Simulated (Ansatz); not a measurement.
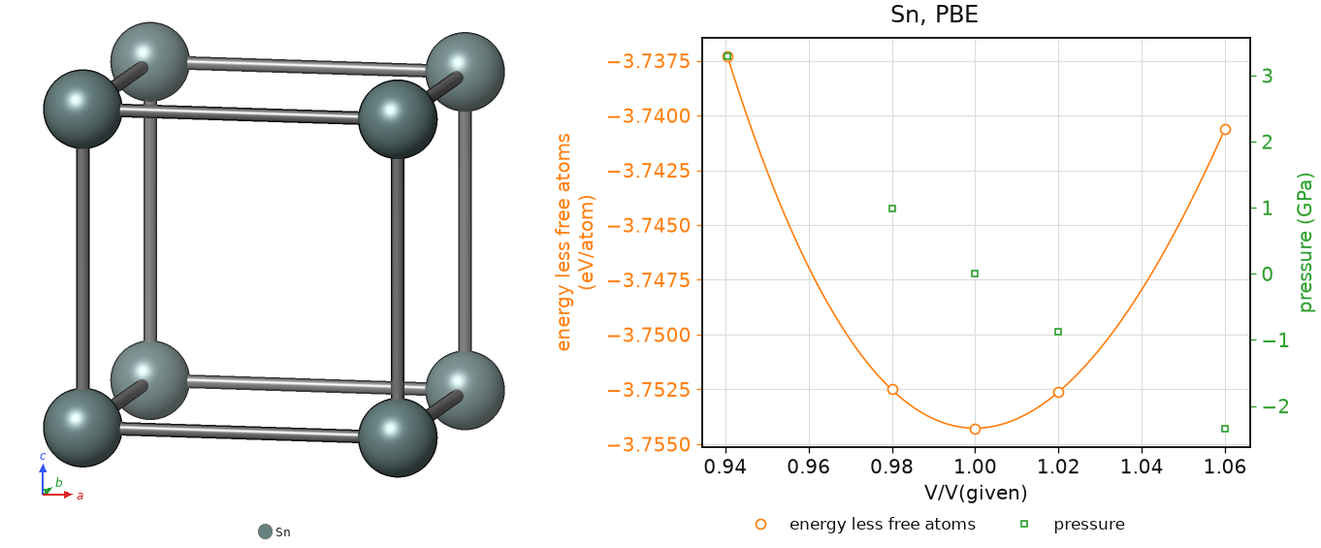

The plot gives the computed energy less free atoms and pressure against V/V(given) for Sn, space group Pm-3m (No. 221). The conventional cell is drawn beside the plot.

Cell as given: a = 3.087 Å, b = 3.087 Å, c = 3.087 Å, α = 90.00°, β = 90.00°, γ = 90.00°; 1 atom.

Computed with Ansatz 0.2.0: periodic Kohn-Sham DFT of a crystal at fixed atoms, scaled to the stated factor times the given cell; pressure positive in compression, energy less spherical unpolarised free atoms. Level: PBE.

method all-electron LAPW; relativity scalar; k mesh 14×14×14; occupations Fermi–Dirac; smearing width 0.03 eV; basis error target 1 (meV/atom); nucleus Gaussian.

V(given) is 29.43 Å³/atom.

Tabulate the plotted points.

| V/V(given) | energy less free atoms (eV/atom) | pressure (GPa) |
| --- | --- | --- |
| 0.941 | −3.7373 | 3.292 |
| 0.980 | −3.7525 | 0.985 |
| 1.000 | −3.7543 | 0.003 |
| 1.020 | −3.7526 | −0.872 |
| 1.060 | −3.7406 | −2.346 |
